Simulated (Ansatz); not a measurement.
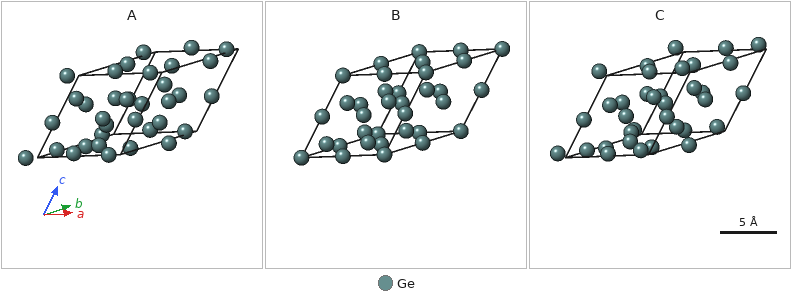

First-principles dynamics of a 16-atom cell of Ge, 202 fs long. The cell was cut from the diamond crystal. 3 frames in shuffled order; frame B is the first. A spheres-only model of the reduced simulation cell, seen from a free direction. Atoms are followed out of the cell. Lengths and directions refer to the drawn axes.

All numbers below come from DFT PBE-D3(BJ), scalar-relativistic, plane waves, PAW (Ansatz). Set-up: plane-wave cutoff 420 eV; k-point mesh 2 × 2 × 2; Fermi-Dirac smearing 0.36 eV; volume 1.15 times that of the relaxed crystal; Langevin thermostat (NVT); set temperature 4200 K; time step 2.25 fs; friction 0.02 per fs.

Put the frames in order of time.

Answer. B, C, A, at 0 fs, 81 fs, 202 fs; the root-mean-square distance from the start grows as 0.00, 0.54, 1.06 Å. In the second half of the run the atoms are, in the root-mean-square, this far from where they began (common drift taken out): Ge 0.88 Å. That is a large part of the typical shortest distance between atoms in the first frame, about 2.6 Å and still growing: the atoms leave their places as in a liquid, so the crystal loses its order.

Limits of the set-up: the k-point mesh is coarse for a cell with partly filled bands.

The run took 14 min on 2 threads of Intel(R) Xeon(R) Platinum 8488C (Sapphire Rapids), with other jobs on the host, peak memory 1.5 GiB.
